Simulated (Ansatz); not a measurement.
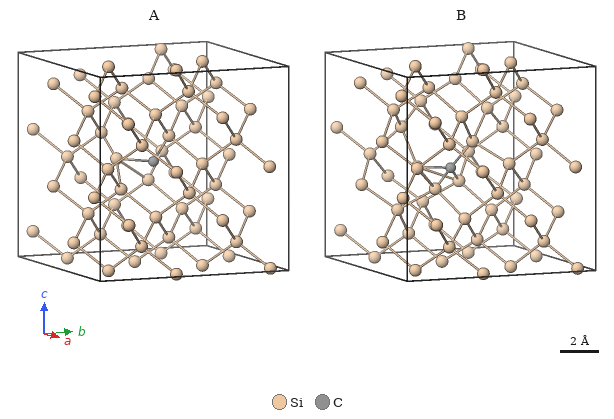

Two geometries of a defect cell of composition Si₆₄C (cell charge −1), drawn at one scale. One is the start of a relaxation, the other its converged end. The picture is a ball-and-stick view of the cell of the calculation (origin shifted), seen slightly off an axis.

The calculation used Ansatz, DFT, PBEsol, PAW, plane waves. (plane-wave cutoff 420 eV; k-point mesh 1 × 1 × 1; mesh shifted by (0.25, 0.25, 0.25); collinear spin; atoms relaxed in a fixed cell; force threshold 0.03 eV/Å; at most 80 steps)

Which geometry has the lower energy?

Structure B is the relaxed one. The atom that moves furthest is the C atom (0.67 Å along [−1 −1 −1]). By element the largest moves are C 0.67 Å, Si 0.57 Å. The cell stays as it was. Among the contacts that change: Si–Si 1.603 → 2.281 Å, Si–Si 3.446 → 2.793 Å, C–Si 2.560 → 1.951 Å, C–Si 1.648 → 1.928 Å. Among the angles between lasting bonds that change: Si–Si–Si 89.8° → 68.1°, Si–Si–Si 88.2° → 68.1°, Si–Si–C 85.1° → 102.3°. The energy falls by 9.575 eV per cell of the calculation in 8 geometry steps. The largest force component goes from 26 to 0.013 eV/Å.

Limits of the set-up: the cell is charged, on a uniform background, and energies carry no finite-size correction.
